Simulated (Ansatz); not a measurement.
## Single-point calculation of Co

System: Co (P6₃/mmc, 8 atoms in the cell).
Method: DFT, PBE, plane waves, PAW, spin-polarised (Ansatz 0.2.0).

The structure derives from a Materials Project entry. Some settings of this run were made unusual or wrong on purpose. Figures and captions count atoms from 1; the log counts them from 0 in places.

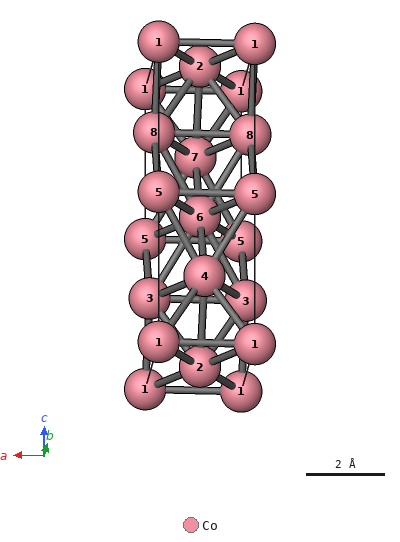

Fig. 1: The structure (ball-and-stick view of the cell of the calculation, seen at an oblique angle; atoms are numbered from 1 in the order of the input). An atom can appear more than once, as a periodic image. Near neighbours in the periodic cell (some may lie outside the picture): Co has 12 Co at 2.48 to 2.49 Å.

### The input
```yaml
crystal:
  lattice:
    - [2.4915950707, 0.0, 0.0]
    - [-1.0e-10, 4.3155692543, 0.0]
    - [0.0, 0.0, 8.093317643]
  atoms:
    - { symbol: Co, position: [0.0, 0.0, 0.0], spin: 1.86 }
    - { symbol: Co, position: [0.5, 0.5, 0.0], spin: 1.86 }
    - { symbol: Co, position: [0.0, 0.3333333333, 0.25], spin: 1.88 }
    - { symbol: Co, position: [0.5, 0.8333333333, 0.25], spin: 1.88 }
    - { symbol: Co, position: [0.0, 0.0, 0.5], spin: 1.86 }
    - { symbol: Co, position: [0.5, 0.5, 0.5], spin: 1.86 }
    - { symbol: Co, position: [0.5, 0.1666666667, 0.75], spin: 1.88 }
    - { symbol: Co, position: [1.0, 0.6666666667, 0.75], spin: 1.88 }
basis:
  ecutwfc: 420
kpoints:
  mp_grid: { grid: [1, 1, 1] }
hamiltonian:
  xc: pbe
scf:
  occupations: { method: gaussian, width: 0.15 }
  max_iter: 50
output:
  forces: true
  eigenvalues: true
  stress: true
magnetization:
  spin_polarized: true
```

Run on 2 threads of Intel Xeon @ 2.50GHz (Skylake/Cascade Lake), 189 GiB of memory available, shared host.

Run as:
```bash
ansatz run input.yaml --threads 2 --pin off --max-ram 5120MiB --backend cpu --events-out ev --progress --plain --runs-dir out
```

### Log
```
Engine: ansatz 0.2.0, x86_64-unknown-linux-gnu
Pseudopotentials: kind: paw
Pseudopotential: Co, paw, valence charge 17, recommended cutoff 420 eV (normal), Co.paw.azcp
Functional definition: PBE
  parameter kappa = 0.804
  parameter beta = 0.06672455060314922
  exchange = pbe_x(kappa = kappa, mu = beta*pi^2/3)
  correlation = pbe_c(beta = beta)
Crystal: 8 atoms, lattice volume = 87.025 Å³
Basis set: ecut = 420 eV, 1685 PW (Γ), exchange–correlation on 36×60×120 points (8 copies of the dense FFT grid, shifted against one another)
Bands: 91, of which v1, the nominal top of the filled ones, is band 68 counted from 1 (67 counted from 0)
Symmetry: 16 space group operations
Space group: P63/mmc (ITA 194), of the structure as read, at distance tolerance 4.4e-5 Å
Magnetic group: BNS 194.263 (UNI 1493), of the structure as read, at distance tolerance 4.4e-5 Å
k-points: 1
Non-local potential: Co, projectors of the file, l = 0: 3, l = 1: 2, l = 2: 3, l = 3: 1
PAW form: soft (Blöchl's): semilocal exchange-correlation on the pseudo side does not see the compensation charge
PAW one-centre angular grid: Co, 590 points (default); XC on 64 Gauss nodes
Initial density: superposition of atomic densities (chi_scale 0.1, normalization cell)
Starting moments: Σ|m| = 14.96 μB on 8 of 8 sites
Initial wavefunctions: pseudopotential atomic-orbital guess
Functional: x = pbe(κ = 0.804, μ = 0.2195149727645171), c = pbe(β = 0.06672455060314922)
SCF iter   1: F=—  HF=-41015.523657 eV  |F-HF|=—  |Δ(HF+E_count)|=         —  Δρ=1.83e-1 (↑6.35e-2 ↓1.83e-1)  dr2=9.28e0  dr2_m=1.12e1  M=19.443 μB ∫|m|=19.543 μB  β_m=0.30  ethr=3.10e-3  ⟨swp⟩=5.0  Hψ=540  notcnv=0  defer=8
Mixer restart at iter 1: flushing history
preconditioner: auto → Kerker (q_TF=auto, 2.939 Å⁻¹)  [metal: Δε(μ)=0.043 eV  Ē_g=8.937 eV  σ=0.150 eV  W_gap=0.16  n_scr=32 (ndim 8)  ℏωp=33.8 eV  f_vac=0.000  D(μ)=20.14/eV (n_scr^D=404)]
spin=Collinear: Kerker preconditioning applied to the charge; magnetization (m = ρ↑ − ρ↓) channel mixes plain (no charge-response kernel on spin).
SCF iter   2: F=—  HF=-41012.070679 eV  |F-HF|=—  |Δ(HF+E_count)|=    3.45e0  Δρ=9.04e-2 (↑6.29e-2 ↓9.04e-2)  dr2=1.31e0  dr2_m=4.19e0  M=18.181 μB ∫|m|=18.414 μB  β_m=0.46  ethr=3.10e-3  ⟨swp⟩=2.5  Hψ=281  notcnv=0  defer=19
SCF iter   3: F=—  HF=-41015.543923 eV  |F-HF|=—  |Δ(HF+E_count)|=    3.47e0  Δρ=3.05e-2 (↑2.43e-2 ↓3.05e-2)  dr2=2.39e-1  dr2_m=4.60e-1  M=18.000 μB ∫|m|=18.318 μB  β_m=0.56  ethr=9.64e-4  ⟨swp⟩=2.5  Hψ=276  notcnv=0  defer=19
SCF iter   4: F=—  HF=-41016.855911 eV  |F-HF|=—  |Δ(HF+E_count)|=    1.31e0  Δρ=9.73e-3 (↑9.73e-3 ↓9.50e-3)  dr2=1.80e-1  dr2_m=6.45e-3  M=17.902 μB ∫|m|=18.248 μB  β_m=0.73  ethr=1.76e-4  ⟨swp⟩=2.0  Hψ=309  notcnv=0  defer=19
SCF iter   5: F=—  HF=-41016.910762 eV  |F-HF|=—  |Δ(HF+E_count)|=   5.49e-2  Δρ=4.25e-3 (↑2.08e-3 ↓4.25e-3)  dr2=1.78e-2  dr2_m=4.07e-3  M=17.896 μB ∫|m|=18.227 μB  β_m=0.74  ethr=1.32e-4  ⟨swp⟩=2.0  Hψ=269  notcnv=0  defer=19
SCF iter   6: F=—  HF=-41016.909003 eV  |F-HF|=—  |Δ(HF+E_count)|=   1.76e-3  Δρ=1.69e-3 (↑1.19e-3 ↓1.69e-3)  dr2=3.21e-3  dr2_m=3.88e-4  M=17.919 μB ∫|m|=18.252 μB  β_m=0.87  ethr=1.31e-5  ⟨swp⟩=2.0  Hψ=226  notcnv=0  defer=19
SCF iter   7: F=—  HF=-41016.910621 eV  |F-HF|=—  |Δ(HF+E_count)|=   1.62e-3  Δρ=1.45e-3 (↑1.16e-3 ↓1.45e-3)  dr2=2.73e-3  dr2_m=8.18e-5  M=17.919 μB ∫|m|=18.258 μB  β_m=0.72  ethr=2.36e-6  ⟨swp⟩=2.0  Hψ=330  notcnv=0  defer=19
SCF iter   8: F=—  HF=-41016.909976 eV  |F-HF|=—  |Δ(HF+E_count)|=   6.45e-4  Δρ=3.78e-4 (↑2.46e-4 ↓3.78e-4)  dr2=2.92e-4  dr2_m=1.51e-5  M=17.923 μB ∫|m|=18.264 μB  β_m=0.75  ethr=2.01e-6  ⟨swp⟩=2.0  Hψ=259  notcnv=0  defer=19
SCF iter   9: F=—  HF=-41016.909966 eV  |F-HF|=—  |Δ(HF+E_count)|=   1.02e-5  Δρ=2.25e-4 (↑9.60e-5 ↓2.25e-4)  dr2=3.23e-5  dr2_m=8.86e-6  M=17.921 μB ∫|m|=18.262 μB  β_m=0.87  ethr=2.15e-7  ⟨swp⟩=2.0  Hψ=224  notcnv=0  defer=19
SCF iter  10: F=—  HF=-41016.909980 eV  |F-HF|=—  |Δ(HF+E_count)|=   1.34e-5  Δρ=2.38e-4 (↑7.93e-5 ↓2.38e-4)  dr2=5.68e-5  dr2_m=5.61e-6  M=17.921 μB ∫|m|=18.263 μB  β_m=0.87  ethr=2.37e-8  ⟨swp⟩=2.0  Hψ=240  notcnv=0  defer=19
SCF iter  11: F=—  HF=-41016.909979 eV  |F-HF|=—  |Δ(HF+E_count)|=   4.54e-7  Δρ=7.87e-5 (↑4.07e-5 ↓7.87e-5)  dr2=7.55e-6  dr2_m=4.10e-7  M=17.921 μB ∫|m|=18.262 μB  β_m=0.74  ethr=2.37e-8  ⟨swp⟩=2.0  Hψ=237  notcnv=0  defer=19
SCF iter  12: F=—  HF=-41016.909978 eV  |F-HF|=—  |Δ(HF+E_count)|=   1.29e-6  Δρ=1.19e-5 (↑6.32e-6 ↓1.19e-5)  dr2=9.18e-8  dr2_m=2.41e-8  M=17.921 μB ∫|m|=18.263 μB  β_m=0.87  ethr=5.55e-9  ⟨swp⟩=2.0  Hψ=239  notcnv=0  defer=19
SCF iter  13: F=—  HF=-41016.909978 eV  |F-HF|=—  |Δ(HF+E_count)|=   6.97e-8  Δρ=1.26e-5 (↑5.61e-6 ↓1.26e-5)  dr2=1.73e-7  dr2_m=1.34e-8  M=17.921 μB ∫|m|=18.262 μB  β_m=0.93  ethr=6.75e-11  ⟨swp⟩=2.0  Hψ=308  notcnv=0  defer=19
SCF iter  14: F=-41016.909978 eV  HF=-41016.909978 eV  |F-HF|=1.31e-10  |Δ(HF+E_count)|=   1.99e-8  Δρ=5.78e-7 (↑4.24e-7 ↓5.78e-7)  dr2=3.27e-10  dr2_m=9.34e-11  M=17.921 μB ∫|m|=18.262 μB  ethr=6.75e-11  ⟨swp⟩=8.5  Hψ=843  notcnv=0
SCF 1 converged in 14 iterations: F = -41016.909978 eV  dr2 = 3.27e-10
  greatest PAW one-centre occupation: 1.003 electrons in one spin orbital (limit 2), on the Co atom at site 1 (counted from 0), in its partial waves of l = 1
```

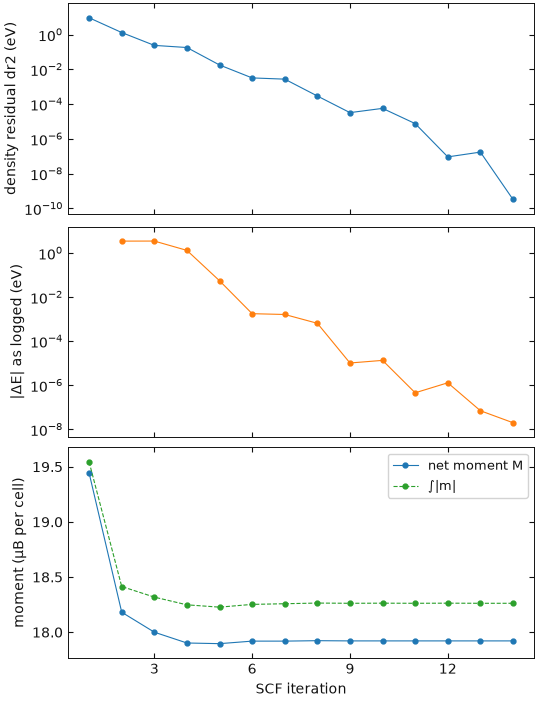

Fig. 2: Convergence of the self-consistent field: density residual dr2, size of the energy change and magnetic moment against the SCF iteration. The residual falls almost steadily, with no more than small rises. The net moment goes from 19.4 to 17.9 μB per cell.

```
SCF converged after 14 iterations
Magnetization: 17.9213 μB (76.9607 up, 59.0393 down)
Absolute magnetization: 18.2609 μB (∫|ρ↑−ρ↓|, with the PAW one-centre terms)
Spin contamination: 0.0975 ħ² per cell (⟨S²⟩ above its minimum at these occupations)
Per-site moments (μB) at R_I (Å): [(2.1621998288258735, 1.024064840939891), (2.162199828825872, 1.024064840939891), (2.270291407581751, 1.024064840939891), (2.2702914075817504, 1.024064840939891), (2.162199828825871, 1.024064840939891), (2.162199828825871, 1.024064840939891), (2.270291407581751, 1.024064840939891), (2.2702914075817517, 1.024064840939891)]
Free energy (F): -41016.909978 eV
Harris-Foulkes:  -41016.909978 eV  (|F-HF|=1.31e-10)
Internal energy: -41016.883814 eV  (E = F + TS)
E sigma→0 (E₀):  -41016.896896 eV
Entropy (-TS):   -0.026164 eV (-3.271 meV/atom)
Fermi energy:    18.736135 eV
--- Per-component energies (eV) ---
  E_band       = -1976.116026
  E_kinetic    = 3627.521447
  E_local      = -22679.543880  (includes V_loc(G=0)·N_el)
  E_nonlocal   = 3632.337426
  E_hartree    = 9504.454452
  E_xc         = -1275.619861
  E_vxc        = -1646.003452  (∫ρ·V_xc dr)
  E_paw        = -12127.971150  (= ΣΔE_a)
  E_vpaw       = -3919.334814  (= ΣTr[D̂ρ^β])
  E_aug_tail   = 0.000700  (compensation charges beyond the density's cutoff)
  E_ewald      = -21698.062949
  E_smearing   = -0.026164  (= −TS)
  E_closure    = -0.000000  (closes the sum)
  Σ components = -41016.909978   (vs F -41016.909978, Δ=0.00e0)
--- Forces (eV/Å), atoms counted from 1 ---
  atom   1  Co     0.00000000    -0.00000000     0.00000000
  atom   2  Co     0.00000000    -0.00000000     0.00000000
  atom   3  Co    -0.00000000     0.52076931     0.00000000
  atom   4  Co    -0.00000000     0.52076931     0.00000000
  atom   5  Co    -0.00000000     0.00000000     0.00000000
  atom   6  Co     0.00000000     0.00000000    -0.00000000
  atom   7  Co     0.00000000    -0.52076931     0.00000000
  atom   8  Co     0.00000000    -0.52076931     0.00000000
  max |Σ_I F_I| component: 7.37e-25 eV/Å
--- Stress (GPa, compression-positive) ---
      -47.282110      -0.000000      -0.000000
       -0.000000      13.717028       0.000000
       -0.000000       0.000000      72.739376
  P = ⅓ Tr σ = 13.0581 GPa (130.581 kbar)
--- Band table (eV) ---
  k-point 0 ↑: bands = ["-77.7767", "-77.7652", "-77.7318", "-77.7303", "-77.7106", "-77.6989", "-77.6756", "-77.6741", "-41.5042", "-41.4081", "-41.4069", "-41.3764", "-41.2699", "-41.2483", "-41.2251", "-41.1507", "-41.0773", "-41.0626", "-41.0335", "-41.0328", "-40.8621", "-40.8413", "-40.8354", "-40.8154", "-40.6123", "-40.5848", "-40.5583", "-40.5399", "-40.5307", "-40.5259", "-40.4995", "-40.4854", "9.4422", "11.6767", "11.6787", "13.0666", "13.2759", "13.3111", "14.0901", "14.2951", "14.4296", "14.5141", "14.5247", "15.2335", "15.3626", "15.4062", "15.4810", "15.5506", "15.5561", "15.7580", "15.7855", "15.8629", "15.9303", "15.9716", "15.9982", "16.1486", "16.1865", "16.2288", "16.4938", "16.5062", "16.5216", "16.5249", "16.5386", "16.5834", "16.9047", "17.1704", "17.2542", "17.2658", "17.3932", "17.6188", "17.6568", "17.7597", "17.7685", "17.8007", "17.8295", "18.1119", "18.5496", "19.7385", "20.7600", "21.4495", "24.7681", "25.3275", "25.3867", "28.5849", "29.5644", "30.2779", "31.5757", "33.0999", "33.2084", "33.2259", "36.4864"]
  k-point 0 ↓: bands = ["-75.1193", "-75.1042", "-75.0684", "-75.0663", "-75.0626", "-75.0472", "-75.0253", "-75.0233", "-38.7259", "-38.7209", "-38.6909", "-38.6263", "-38.5696", "-38.5549", "-38.5416", "-38.5398", "-38.5196", "-38.4347", "-38.4340", "-38.4237", "-38.4185", "-38.3704", "-38.3124", "-38.3067", "-38.0779", "-38.0558", "-38.0039", "-38.0020", "-37.9920", "-37.9816", "-37.9410", "-37.9307", "9.8020", "11.9916", "12.1975", "14.3454", "14.5249", "14.7165", "15.0891", "15.3866", "15.8038", "15.8865", "16.2557", "16.8859", "16.8936", "16.9101", "17.0759", "17.4249", "17.5542", "17.6314", "17.8390", "17.8778", "17.9377", "18.0420", "18.1234", "18.2539", "18.3861", "18.4479", "18.5028", "18.9037", "19.2916", "19.3244", "19.3247", "19.3665", "19.4836", "19.5349", "19.8543", "19.8584", "19.8935", "19.9831", "20.1230", "20.1454", "20.4373", "20.4672", "20.5617", "20.5819", "20.6122", "20.7641", "22.1373", "22.4928", "25.9325", "26.5417", "26.6473", "29.6707", "30.2184", "31.3981", "32.3635", "33.7320", "33.9292", "33.9570", "37.2344"]
```

### Outcome

- outcome: converged
- space group (tolerance 0.01 Å): P6₃/mmc (194)
- electrons treated: 136
- free energy: −41016.9100 eV
- Fermi energy: 18.736 eV
- gap on the k-point mesh: 0.35 eV
- net moment of the cell: 17.92 μB
- integrated absolute moment: 18.26 μB
- pressure: 13.06 GPa
- largest force (length of the vector): 0.521 eV/Å
- wall time: 4.3 s (CPU time 6.8 s)
- peak memory: 0.38 GiB

### What went wrong

A setting was made wrong on purpose: one k-point for a small cell (`kpoints.mp_grid.grid`). One point cannot sample the zone of a small cell. The run converged all the same; its numbers are those of the faulty input and shouldn't be used. The program warns: the state was not tested for a lower one. So coarse a mesh can miss the band edges, so the true gap of this method can be much smaller, or zero.
